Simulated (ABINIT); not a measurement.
Positron calculation, with input and output: ZnO (part 2 of 2)

The same run, continued: ZnO (P6₃mc, 4 atoms in the cell); Kohn-Sham DFT of a periodic cell, LDA, JTH PAW LDA v2.0, no spin polarisation (ABINIT 10.8.3); cutoff 489.81 eV, 6×6×4 k-mesh, fermi-dirac of 0.05 eV. The structure derives from an entry of the Crystallography Open Database.

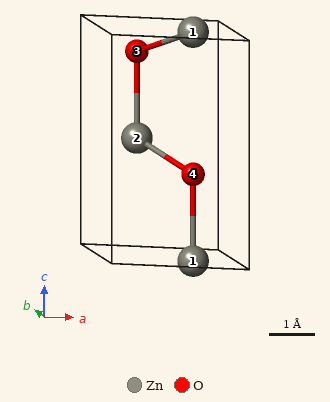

The structure as given in the input (ball-and-stick view of the cell of the calculation, seen slightly off an axis; atoms are numbered from 1 in the order of the input).

### Log, continued
```
 cartesian forces (eV/Angstrom) at end:
    1     -0.00000000000000    -0.00000000000000    -0.05244462960739
    2      0.00000000000000     0.00000000000000    -0.05244462960739
    3     -0.00000000000000    -0.00000000000000     0.05244462960739
    4     -0.00000000000000    -0.00000000000000     0.05244462960739
 frms,max,avg= 3.0278921E-02 5.2444630E-02   0.000E+00  0.000E+00  1.511E-03 e/A
 length scales=  6.140302218721  6.140302218721  9.837364301173 bohr
              =  3.249308000000  3.249308000000  5.205709000000 angstroms
 Fermi (or HOMO) energy (hartree) =   0.22823   Average Vxc (hartree)=  -0.39231
 Eigenvalues (hartree) for nkpt=  21  k points:
 kpt#   1, nband= 22, wtk=  0.00694, kpt=  0.0000  0.0000  0.0000 (reduced coord)
  -0.44074   -0.41224    0.00199    0.00199    0.00334    0.00486    0.00916    0.00916
   0.04463    0.04463    0.05265    0.05265    0.06290    0.18397    0.18397    0.21142
   0.21410    0.21410    0.24046    0.39986    0.51245    0.67809
      occupation numbers for kpt#   1
   2.00000    2.00000    2.00000    2.00000    2.00000    2.00000    2.00000    2.00000
   2.00000    2.00000    2.00000    2.00000    2.00000    2.00000    2.00000    1.99979
   1.99908    1.99908    0.00256    0.00000    0.00000    0.00000
 prteigrs : prtvol=0 or 1, do not print more k-points.

--- !EnergyTerms
iteration_state     : {dtset: 1, }
comment             : Components of total free energy in Hartree
kinetic             :  2.83226196041892E+01
hartree             :  4.02563166376587E+01
xc                  : -9.24058822278956E+00
Ewald energy        : -1.08873348688041E+02
psp_core            :  2.66397992050408E+00
local_psp           : -1.48793245931697E+02
PAW spherical_terms :  3.42689406309105E+01
internal            : -1.61395326049265E+02
'-kT*entropy'       : -5.58835799860070E-07
total_energy        : -1.61395326608101E+02
total_energy_eV     : -4.39179057062929E+03
...

--- !EnergyTermsDC
iteration_state     : {dtset: 1, }
comment             : '"Double-counting" decomposition of free energy'
band_energy         :  5.32983422276846E-01
Ewald energy        : -1.08873348688041E+02
psp_core            :  2.66397992050408E+00
xc_dc               : -3.76970184932574E+01
PAW spherical_terms : -1.80219249819431E+01
internal            : -1.61395328820460E+02
'-kT*entropy'       : -5.58835799860070E-07
total_energy_dc     : -1.61395329379296E+02
total_energy_dc_eV  : -4.39179064603736E+03
...

--- !EnergyTermsWithPAWCore
iteration_state     : {dtset: 1, }
comment             : 'Components of total free energy, including PAW core contributions'
Total energy        : -3.73646652489973E+03
Total energy DC     : -3.73646652767093E+03
Total energy (eV)   : -1.01674433804225E+05
Total energy DC (eV): -1.01674433879633E+05
...

 Cartesian components of stress tensor (hartree/bohr^3)
  sigma(1 1)=  3.52662184E-04  sigma(3 2)=  0.00000000E+00
  sigma(2 2)=  3.52662183E-04  sigma(3 1)=  0.00000000E+00
  sigma(3 3)=  2.92966466E-04  sigma(2 1)=  0.00000000E+00

-Cartesian components of stress tensor (GPa)         [Pressure= -9.7902E+00 GPa]
- sigma(1 1)=  1.03756797E+01  sigma(3 2)=  0.00000000E+00
- sigma(2 2)=  1.03756796E+01  sigma(3 1)=  0.00000000E+00
- sigma(3 3)=  8.61937102E+00  sigma(2 1)=  0.00000000E+00

================================================================================
== DATASET  2 ==================================================================

--- !DatasetInfo
iteration_state: {dtset: 2, }
dimensions: {natom: 4, nkpt: 1, mband: 1, nsppol: 1, nspinor: 1, nspden: 1, mpw: 583, }
cutoff_energies: {ecut:  18.0, pawecutdg:  36.0, }
electrons: {nelect:   1.00000000E+00, charge:   0.00000000E+00, occopt:   2.00000000E+00, tsmear:   1.00000000E-02, }
meta: {optdriver: 0, ionmov: 0, optcell: 0, iscf: 17, paral_kgb: 0, }
...

 mkfilename : getden/=0, take file _DEN from output of DATASET   1.

 Exchange-correlation functional for the present dataset will be:
  LDA: Perdew-Wang 92 LSD fit to Ceperley-Alder data - ixc=7
  J.P.Perdew and Y.Wang, PRB 45, 13244 (1992)

 Real(R)+Recip(G) space primitive vectors, cartesian coordinates (Bohr,Bohr^-1):
 R(1)=  6.1403022  0.0000000  0.0000000  G(1)=  0.1628584  0.0940264  0.0000000
 R(2)= -3.0701511  5.3176577  0.0000000  G(2)=  0.0000000  0.1880527  0.0000000
 R(3)=  0.0000000  0.0000000  9.8373643  G(3)=  0.0000000  0.0000000  0.1016532
 Unit cell volume ucvol=  3.2120987E+02 bohr^3
 Angles (23,13,12)=  9.00000000E+01  9.00000000E+01  1.20000000E+02 degrees

 Coarse grid specifications (used for wave-functions):

 getcut: wavevector=  0.0000  0.0000  0.0000  ngfft=  24  24  40
         ecut(hartree)=     18.000   => boxcut(ratio)=   2.04654

 Fine grid specifications (used for densities):

 getcut: wavevector=  0.0000  0.0000  0.0000  ngfft=  36  36  54
         ecut(hartree)=     36.000   => boxcut(ratio)=   2.03235

--- Pseudopotential description ------------------------------------------------
- pspini: atom type   1  psp file is ./Zn.LDA_PW-JTH.xml
 Pseudopotential format is: paw10
 basis_size (lnmax)=  6 (lmn_size= 18), orbitals=   0   0   1   1   2   2
 Spheres core radius: rc_sph= 2.30769763
 Shapefunction is SIN type: shapef(r)=[sin(pi*r/rshp)/(pi*r/rshp)]**2
 Radius for shape functions =  1.80965103
 Compensation charge density is not taken into account in XC energy/potential

- pspini: atom type   2  psp file is ./O.LDA_PW-JTH.xml
 Pseudopotential format is: paw10
 basis_size (lnmax)=  4 (lmn_size=  8), orbitals=   0   0   1   1
 Spheres core radius: rc_sph= 1.41465230
 Shapefunction is SIN type: shapef(r)=[sin(pi*r/rshp)/(pi*r/rshp)]**2
 Radius for shape functions =  1.20231231
 Compensation charge density is not taken into account in XC energy/potential

--------------------------------------------------------------------------------

================================================================================

--- !BeginCycle
iteration_state: {dtset: 2, }
solver: {iscf: 17, nstep: 80, nline: 4, wfoptalg: 10, }
tolerances: {toldfe: 1.00E-09, }
...

     iter   Etot(hartree)      deltaE(h)  residm     nres2
 ETOT  1  -161.33832208214    -1.613E+02 1.637E+02 2.078E+00
 ETOT  2  -161.63370669376    -2.954E-01 9.249E+01 1.566E-01
 ETOT  3  -161.73009925755    -9.639E-02 3.366E+00 4.778E-02
 ETOT  4  -161.79060960167    -6.051E-02 3.947E+01 1.051E-01
 ETOT  5  -161.82511068346    -3.450E-02 6.593E-01 8.812E-02
 ETOT  6  -161.84244872504    -1.734E-02 9.608E+00 3.446E-01
 ETOT  7  -161.85147649069    -9.028E-03 1.827E-01 5.856E-02
 ETOT  8  -161.85612938789    -4.653E-03 2.512E+00 5.407E-02
 ETOT  9  -161.85866505567    -2.536E-03 5.536E-02 8.203E-02
 ETOT 10  -161.86005013196    -1.385E-03 7.396E-01 8.761E-03
 ETOT 11  -161.86082057986    -7.704E-04 1.744E-02 8.618E-04
 ETOT 12  -161.86125416415    -4.336E-04 2.311E-01 6.585E-04
 ETOT 13  -161.86149951576    -2.454E-04 5.593E-03 7.752E-04
 ETOT 14  -161.86163870493    -1.392E-04 7.394E-02 6.742E-05
 ETOT 15  -161.86171786789    -7.916E-05 1.813E-03 1.414E-04
 ETOT 16  -161.86176301042    -4.514E-05 2.394E-02 2.114E-04
 ETOT 17  -161.86178878173    -2.577E-05 5.913E-04 1.002E-05
 ETOT 18  -161.86180352678    -1.475E-05 7.810E-03 5.860E-05
 ETOT 19  -161.86181196949    -8.443E-06 1.939E-04 4.048E-05
 ETOT 20  -161.86181681304    -4.844E-06 2.563E-03 4.750E-05
 ETOT 21  -161.86181959354    -2.781E-06 6.392E-05 5.011E-05
 ETOT 22  -161.86182119263    -1.599E-06 8.457E-04 4.442E-05
 ETOT 23  -161.86182211285    -9.202E-07 2.116E-05 1.328E-06
 ETOT 24  -161.86182264334    -5.305E-07 2.804E-04 7.527E-08
 ETOT 25  -161.86182294935    -3.060E-07 7.038E-06 5.373E-06
 ETOT 26  -161.86182312619    -1.768E-07 9.344E-05 5.245E-06
 ETOT 27  -161.86182322846    -1.023E-07 2.352E-06 2.843E-06
 ETOT 28  -161.86182328771    -5.925E-08 3.130E-05 8.768E-07
 ETOT 29  -161.86182332206    -3.435E-08 7.900E-07 5.449E-08
 ETOT 30  -161.86182334202    -1.996E-08 1.054E-05 3.247E-10
 ETOT 31  -161.86182335362    -1.161E-08 2.669E-07 1.262E-10
 ETOT 32  -161.86182336039    -6.764E-09 3.571E-06 3.109E-10
 ETOT 33  -161.86182336433    -3.945E-09 9.070E-08 5.900E-10
 ETOT 34  -161.86182336664    -2.307E-09 1.218E-06 8.674E-10
 ETOT 35  -161.86182336799    -1.351E-09 3.105E-08 1.000E-09
 ETOT 36  -161.86182336878    -7.930E-10 4.186E-07 1.186E-09
 ETOT 37  -161.86182336925    -4.661E-10 1.071E-08 1.120E-09

 At SCF step   37, etot is converged :
  for the second time, diff in etot=  4.661E-10 < toldfe=  1.000E-09

--- !ResultsGS
iteration_state: {dtset: 2, }
comment   : Summary of ground state results
lattice_vectors:
- [  6.1403022,   0.0000000,   0.0000000, ]
- [ -3.0701511,   5.3176577,   0.0000000, ]
- [  0.0000000,   0.0000000,   9.8373643, ]
lattice_lengths: [   6.14030,    6.14030,    9.83736, ]
lattice_angles: [ 90.000,  90.000, 120.000, ] # degrees, (23, 13, 12)
lattice_volume:   3.2120987E+02
convergence: {deltae: -4.661E-10, res2:  1.120E-09, residm:  1.071E-08, diffor:  0.000E+00, }
etotal    :  -1.61861823E+02
entropy   :   0.00000000E+00
fermie    :  -4.66493990E-01
cartesian_stress_tensor: null
pressure_GPa: null
xred      :
- [  6.6667E-01,   3.3333E-01,   0.0000E+00, Zn]
- [  3.3333E-01,   6.6667E-01,   5.0000E-01, Zn]
- [  3.3333E-01,   6.6667E-01,   8.7901E-01,  O]
- [  6.6667E-01,   3.3333E-01,   3.7901E-01,  O]
cartesian_forces: null
force_length_stats: {min: null, max: null, mean: null, }
...

 Integrated electronic density in atomic spheres:
 ------------------------------------------------
 Atom  Sphere_radius  Integrated_density
    1        2.30770          0.06382337
    2        2.30770          0.06382337
    3        1.41465          0.01376415
    4        1.41465          0.01376415

--------------------------------------------------------------------------------
 Results for electron-positron annihilation:

 # Zero-positron density limit of Arponen and Pajanne fitted by Sterne & Kaiser
   Ref.: P.A. Sterne and J.H. Kaiser, Phys. Rev. B 43, 13892 (1991)
 # Enhancement factor of Sterne & Kaiser
   Ref.: P.A. Sterne and J.H. Kaiser, Phys. Rev. B 43, 13892 (1991)

 Positron lifetime                         (ps)   =  1.62682995E+02
 Positron lifetime with IPM for core elec. (ps)   =  1.64019150E+02
 Annihilation rate                         (ns-1) =  6.14692396E+00
 Annihilation rate with IPM for core elec. (ns-1) =  6.09684907E+00

 Annihilation rate core/valence decomposition:
   Core    contribution to ann.rate          (ns-1) =  3.89817790E-01
   Valence contribution to ann.rate          (ns-1) =  5.75710617E+00
   Core    contribution to ann.rate with IPM (ns-1) =  3.14967570E-01
   Valence contribution to ann.rate with IPM (ns-1) =  5.78188150E+00

 Annihilation rate PAW decomposition:
   Plane-wave contribution to ann.rate          (ns-1) =  5.72825888E+00
   Plane-wave valence contribution to ann.rate  (ns-1) =  5.69008374E+00
   On-site core contribution to ann.rate        (ns-1) =  3.51642650E-01
   On-site valence contribution to ann.rate     (ns-1) =  6.70224325E-02
   Plane-wave contribution to ann.rate with IPM (ns-1) =  5.71474426E+00
   Plane-wave core contrb. to ann.rate with IPM (ns-1) =  1.23345040E-02

      (*) IPM=Independent particle Model

================================================================================

 ----iterations are completed or convergence reached----

 Mean square residual over all n,k,spin=   10.710E-09; max=  10.710E-09
 reduced coordinates (array xred) for    4 atoms
       0.666666666667      0.333333333333      0.000000000000
       0.333333333333      0.666666666667      0.500000000000
       0.333333333333      0.666666666667      0.879010000000
       0.666666666667      0.333333333333      0.379010000000
 rms dE/dt=  0.0000E+00; max dE/dt=  0.0000E+00; dE/dt below (all hartree)
    1       0.000000000000      0.000000000000      0.000000000000
    2       0.000000000000      0.000000000000      0.000000000000
    3       0.000000000000      0.000000000000      0.000000000000
    4       0.000000000000      0.000000000000      0.000000000000

 cartesian coordinates (angstrom) at end:
    1      1.62465400000000     0.93799442425686     0.00000000000000
    2     -0.00000000000000     1.87598884851371     2.60285450000000
    3     -0.00000000000000     1.87598884851371     4.57587026809000
    4      1.62465400000000     0.93799442425686     1.97301576809000
 length scales=  6.140302218721  6.140302218721  9.837364301173 bohr
              =  3.249308000000  3.249308000000  5.205709000000 angstroms
 Fermi (or HOMO) energy (hartree) =  -0.46649   Average Vxc (hartree)=  -0.33666
 Eigenvalues (hartree) for nkpt=   1  k points:
 kpt#   1, nband=  1, wtk=  1.00000, kpt=  0.0000  0.0000  0.0000 (reduced coord)
  -0.46649

--- !EnergyTerms
iteration_state     : {dtset: 2, }
comment             : Components of total free energy in Hartree
kinetic             :  1.13495347939782E-01
local_psp           : -1.00639918233262E+00
PAW spherical_terms :  5.27651004430103E-02
positronic          : -8.40138733949838E-01
electronic          : -1.61395329379296E+02
electron_positron_interaction:  3.73644604216490E-01
total_energy        : -1.61861823509030E+02
total_energy_eV     : -4.40448459798301E+03
...

--- !EnergyTermsDC
iteration_state     : {dtset: 2, }
comment             : '"Double-counting" decomposition of free energy'
band_energy         : -4.66493989952769E-01
PAW spherical_terms :  0.00000000000000E+00
electron_positron_dc: -3.73644604215783E-01
positronic          : -8.40138594168574E-01
electronic          : -1.61395329379296E+02
electron_positron_interaction:  3.73644604216490E-01
total_energy_dc     : -1.61861823369248E+02
total_energy_dc_eV  : -4.40448459417937E+03
...

== END DATASET(S) ==============================================================
================================================================================

 -outvars: echo values of variables after computation  --------
            acell      6.1403022187E+00  6.1403022187E+00  9.8373643012E+00 Bohr
           etotal1    -1.6139532938E+02
           etotal2    -1.6186182337E+02
            fcart1    -7.0163197243E-28 -4.0508740815E-28 -1.0198856667E-03
                       7.0163197243E-28  4.0508740815E-28 -1.0198856667E-03
                      -0.0000000000E+00 -0.0000000000E+00  1.0198856667E-03
                      -0.0000000000E+00 -0.0000000000E+00  1.0198856667E-03
            fcart2     9.9999999999E+99  9.9999999999E+99  9.9999999999E+99
                       9.9999999999E+99  9.9999999999E+99  9.9999999999E+99
                       9.9999999999E+99  9.9999999999E+99  9.9999999999E+99
                       9.9999999999E+99  9.9999999999E+99  9.9999999999E+99
            rprim      1.0000000000E+00  0.0000000000E+00  0.0000000000E+00
                      -5.0000000000E-01  8.6602540380E-01  0.0000000000E+00
                       0.0000000000E+00  0.0000000000E+00  1.0000000000E+00
           strten1     3.5266218355E-04  3.5266218324E-04  2.9296646640E-04
                       0.0000000000E+00  0.0000000000E+00  0.0000000000E+00
           strten2     9.9999999999E+99  9.9999999999E+99  9.9999999999E+99
                       9.9999999999E+99  9.9999999999E+99  9.9999999999E+99
           xangst      1.6246540000E+00  9.3799442426E-01  0.0000000000E+00
                      -6.0124275928E-17  1.8759888485E+00  2.6028545000E+00
                      -6.0124275928E-17  1.8759888485E+00  4.5758702681E+00
                       1.6246540000E+00  9.3799442426E-01  1.9730157681E+00
             xred      6.6666666667E-01  3.3333333333E-01  0.0000000000E+00
                       3.3333333333E-01  6.6666666667E-01  5.0000000000E-01
                       3.3333333333E-01  6.6666666667E-01  8.7901000000E-01
                       6.6666666667E-01  3.3333333333E-01  3.7901000000E-01
 Calculation completed.
```

This output came from the following input.

### Input
```
# Datasets
ndtset 2

# Pseudopotentials
pp_dirpath "./"
pseudos "Zn.LDA_PW-JTH.xml, O.LDA_PW-JTH.xml"

# Structure
acell 3.249308 3.249308 5.205709 Angstrom
rprim
     1.0000000000     0.0000000000     0.0000000000
    -0.5000000000     0.8660254038     0.0000000000
     0.0000000000     0.0000000000     1.0000000000
ntypat 2
znucl 30 8
natom 4
typat 1 1 2 2
xred
            2/3            1/3            0.0
            1/3            2/3            1/2
            1/3            2/3   0.8790100000
            2/3            1/3   0.3790100000

# Plane-wave basis
ecut 18.0
pawecutdg 36.0

# Exchange and correlation
ixc 7

# SCF cycle
nstep 80

# Output
iomode 3
prteig 0
prtebands 0
prtwf 0

# Dataset 1: electrons
kptopt1 1
ngkpt1 6 6 4
nshiftk1 1
shiftk1 0.0 0.0 0.0
nband1 22
occopt1 3
tsmear1 0.00183747
tolvrs1 1.0e-10
prtden1 1

# Dataset 2: positron in the electrons' density
positron2 1
ixcpositron2 11
getden2 1
kptopt2 0
nkpt2 1
kpt2 0.0 0.0 0.0
nband2 1
occopt2 2
occ2 1.0
posocc2 1.0
toldfe2 1.0e-9
optforces2 0
optstress2 0
prtden2 0
```

Run as:
```bash
abinit run.abi > log 2>&1
```

### Results in brief

```json
{"quantity": "outcome", "value": "converged"}
{"quantity": "space group (tolerance 0.01 Å)", "value": "P6₃mc (186)"}
{"quantity": "electrons treated", "value": "36"}
{"quantity": "free energy", "value": "−4391.7906 eV"}
{"quantity": "positron lifetime (one of the program's estimates)", "value": "162.7 ps"}
{"quantity": "Fermi energy", "value": "6.210 eV"}
{"quantity": "gap on the k-point mesh", "value": "0.72 eV"}
{"quantity": "pressure", "value": "−9.79 GPa"}
{"quantity": "largest force (length of the vector)", "value": "0.052 eV/Å"}
{"quantity": "hardware", "value": "1 thread of Intel Xeon @ 2.70GHz, 189 GiB of memory available, shared host"}
{"quantity": "wall time", "value": "69 s"}
{"quantity": "peak memory", "value": "0.09 GiB"}
```

Points of doubt noted for this run: cutoff too low for stress; PAW basis incomplete for positron. The cell is under a tension of 9.8 GPa at this level, so it is not at its equilibrium volume.
